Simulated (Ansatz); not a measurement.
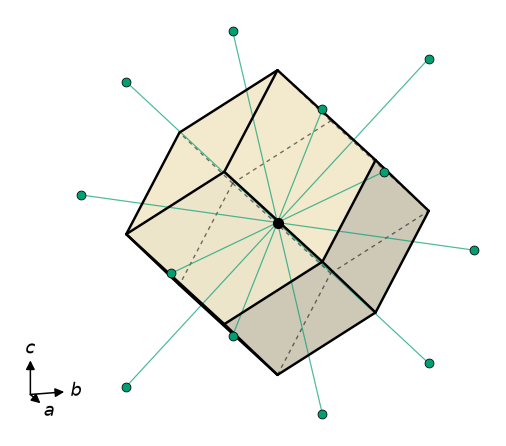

Crystal: Cr, the input geometry of an electronic-structure calculation (not necessarily at equilibrium); the starting structure was generated, so it need not be a known form of this composition. The Wigner–Seitz cell of the crystal's lattice, with lines to the lattice points that define its faces. All values are computed from the atomic coordinates in the standard setting (tolerance 0.002 Å).

a = 5.612 Å, b = 5.612 Å, c = 5.612 Å, α = 90.00°, β = 90.00°, γ = 90.00°; space group No. 227, Fd-3m, origin choice 1.

> What is the cell's combinatorial type?

A rhombic dodecahedron: 12 faces (12 with 4 edges), 24 edges, 14 vertices. Its volume is that of the primitive cell, 44.2 Å³.

> Which lattice vectors do the faces bisect?

```tsv
example	length (Å)	faces	edges of each	area (Å²)
1/2 a + 1/2 b	3.97	12	4	5.6
```
